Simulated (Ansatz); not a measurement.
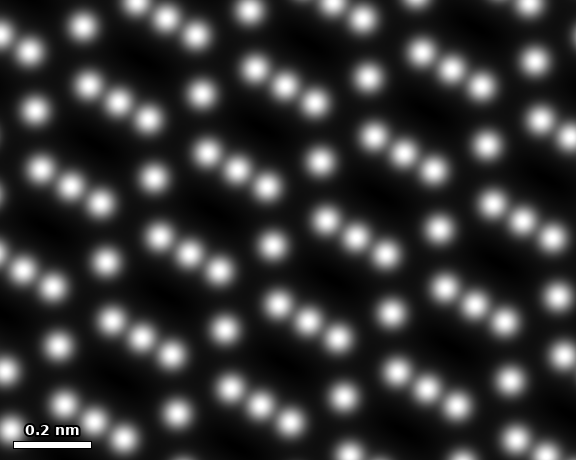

HAADF-like image of Ir (Pm-3n, No. 223). Simulated incoherent Z contrast: every atom adds Z^1.8 spread by a probe of 0.50 Å full width; channelling and multiple scattering are left out. The probe carries 15 % of its weight in a tail 2.5 times as wide. The display is stretched by a gamma of 0.65; percentages refer to the linear signal. Atomic positions: coordinates from a relaxation with Ansatz 0.2.0, DFT, BLYP, plane waves (420 eV) with PAW, scalar-relativistic; the starting structure was generated, so it need not be a known form of this composition.

```
Ir
1.0
     5.03220    0.00000    0.00000
     0.00000    5.03220    0.00000
     0.00000    0.00000    5.03220
Ir
8
Cartesian
  0.0000 0.0000 0.0000
  2.5161 2.5161 2.5161
  1.2581 0.0000 2.5161
  3.7742 0.0000 2.5161
  2.5161 1.2581 0.0000
  2.5161 3.7742 0.0000
  0.0000 2.5161 1.2581
  0.0000 2.5161 3.7742
```

Q: Along which zone axis is the crystal seen: [211], [001], [110] or [210]? (Directions equivalent by symmetry count as one.)

A: [110]. The projected cells are 2.91 × 3.56 Å, 90° for [211]; 5.03 × 5.03 Å, 90° for [001]; 2.52 × 3.56 Å, 90° for [110]; 2.25 × 5.03 Å, 90° for [210], and the image repeats as the [110] one does.
